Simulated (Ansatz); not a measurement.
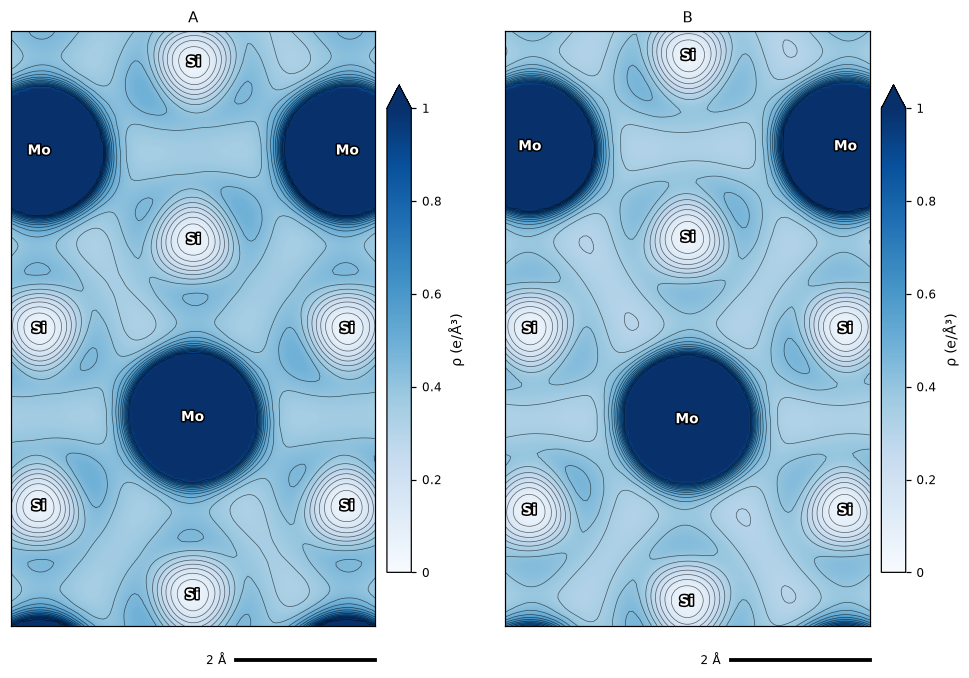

Si$_{2}$Mo. The valence charge density (pseudo) of two cells that differ in size, on the (001) plane of each (indices in the axes of the calculation cell), at one length scale and on one colour scale; one has 12.6 and the other 13.6 Å³ an atom.

These are results of DFT, PBE, PAW with Ansatz's default frozen-core files, scalar-relativistic in Ansatz 0.2.0, not measurements.

The larger cell:

```
CELL_PARAMETERS angstrom
-1.60532 1.60532 3.94356
1.60532 -1.60532 3.94356
1.60532 1.60532 -3.94356
ATOMIC_POSITIONS crystal
Si 0.33300 0.33300 0.00000
Si 0.66700 0.66700 0.00000
Mo 0.00000 0.00000 0.00000
```

The smaller cell: a = 4.443 Å, b = 4.443 Å, c = 4.443 Å, α = 138.68°, β = 138.68°, γ = 59.86°.

### Which is the denser cell? Describe the effect of the change.

Panel A is the smaller cell, by 7 % in volume. From the larger cell to the smaller, Si–Mo goes from 2.62 to 2.56 Å, and the density at its midpoint from 0.4 to 0.44 e/Å³; the pressure goes from 0.1 to 18 GPa.
